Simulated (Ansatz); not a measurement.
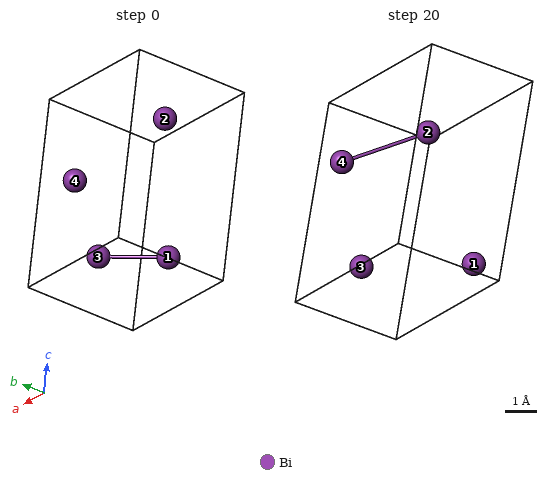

The structure of solid Bi (built on the random type) (coarse preliminary run) before (left) and after (right) a relaxation, at one scale.

The picture is a ball-and-stick view of the cell of the calculation, reduced to other axes, seen from a free direction. Lengths and directions refer to the drawn axes.

Case: random cell without symmetry.

All numbers below come from DFT PBE, scalar-relativistic, plane waves, PAW (Ansatz 0.2.0). Settings: plane-wave cutoff 420 eV; k-point mesh 4 × 4 × 4; occupations gaussian; smearing width 0.1 eV; no spin polarisation; cell and atoms relaxed; force threshold 0.04 eV/Å; at most 70 steps.

### Describe what moved and what it gained.

After 17 accepted moves (20 points after the start) the energy has fallen by 3317 meV per atom. Largest force component: 29 eV/Å at the start, 0.023 eV/Å at the end. The pressure goes from 35.14 to 0.02 GPa. The line search rejected the trial steps at points 12, 18 of the run. The SCF was repeated once at an unchanged geometry on a basis and grid sized afresh for the cell, which shifted the energy by 0.3 meV per atom at most. The largest move relative to the cell is that of Bi1, 1.09 Å roughly along [−2 −3 0]. The volume changes by −11.1 %, with a 4.892 → 4.922 Å (+0.6 %), b 5.300 → 4.576 Å (−13.7 %), c 6.463 → 6.787 Å (+5.0 %), α 91.0° → 89.9°, β 100.3° → 110.8°, γ 102.4° → 90.1°. Some distances before and after: Bi1–Bi2 2.071 → 3.730 Å, Bi1–Bi3 2.332 → 3.724 Å, Bi1–Bi3 (another image) 4.161 → 3.091 Å, Bi2–Bi4 3.852 → 3.090 Å. New bonds form: Bi1–Bi3 (another periodic image) (4.16 → 3.09 Å), Bi2–Bi4 (3.85 → 3.09 Å), Bi2–Bi4 (4.16 → 3.09 Å). Bonds break: Bi1–Bi2 (2.07 → 3.73 Å), Bi1–Bi3 (2.33 → 3.72 Å). The space group stays P1 (No. 1).
